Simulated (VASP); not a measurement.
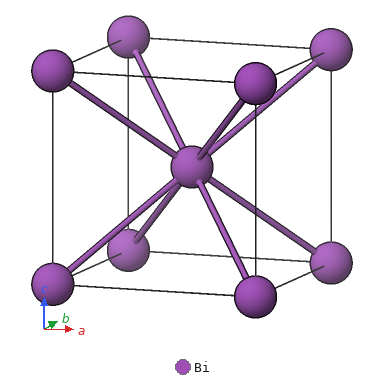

System: Bi, space group Im-3m (No. 229). The picture shows the conventional cell.

Input of the run:
```
ALGO = Normal ; EDIFF = 1E-7
ENCUT = 520 ; GGA = PS
ISIF = 2 ; ISMEAR = -1
LASPH = True ; LCHARG = False
LREAL = False ; LWAVE = False
NBANDS = 14 ; NELM = 60
PREC = Accurate ; SIGMA = 0.05
```

Command:
```bash
cat potpaw_PBE.64/Bi_d/POTCAR > POTCAR
mpirun -np 1 vasp_std > vasp.out
```

Computed with VASP 6.6.1: plane-wave DFT, no spin polarisation; energies at scaled volumes of the given cell, shape and fractions fixed, counted from the fit's minimum, third-order Birch-Murnaghan fit. Level: PBEsol.

| setting | value |
| --- | --- |
| k mesh | 9×9×9 |
| occupations | Fermi–Dirac |
| smearing width | 0.05 eV |
| potentials | VASP PAW PBE potentials, recommended |
| wave cutoff | 520 eV |

Predict the energy and pressure against volume. The volume takes the values 29.25, 29.87, 30.49, 31.12, 31.74, 32.36, 32.98 Å³/atom.

A third-order Birch–Murnaghan fit gives V0 = 30.05 Å³/atom, B0 = 60.2 GPa and B′ = 4.5. The energy is 4.16 meV/atom at volume 29.25 Å³/atom and 45.43 meV/atom at 32.98 Å³/atom; the lowest computed point is at volume 29.87 Å³/atom (0.20 meV/atom), in a single well. The pressure falls from 1.60 GPa at volume 29.25 Å³/atom to −4.62 GPa at 32.98 Å³/atom, and changes sign near 30.01 Å³/atom.

| volume (Å³/atom) | energy (meV/atom) | pressure (GPa) |
| --- | --- | --- |
| 29.25 | 4.16 | 1.60 |
| 29.87 | 0.20 | 0.26 |
| 30.49 | 1.22 | −0.95 |
| 31.12 | 6.71 | −2.04 |
| 31.74 | 16.20 | −3.01 |
| 32.36 | 29.25 | −3.87 |
| 32.98 | 45.43 | −4.62 |

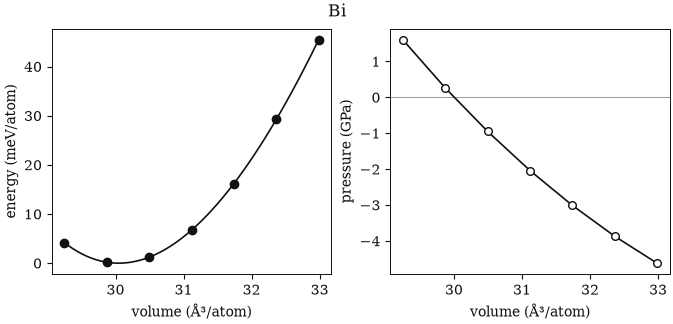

Caveats: spin-orbit coupling left out, heavy elements.
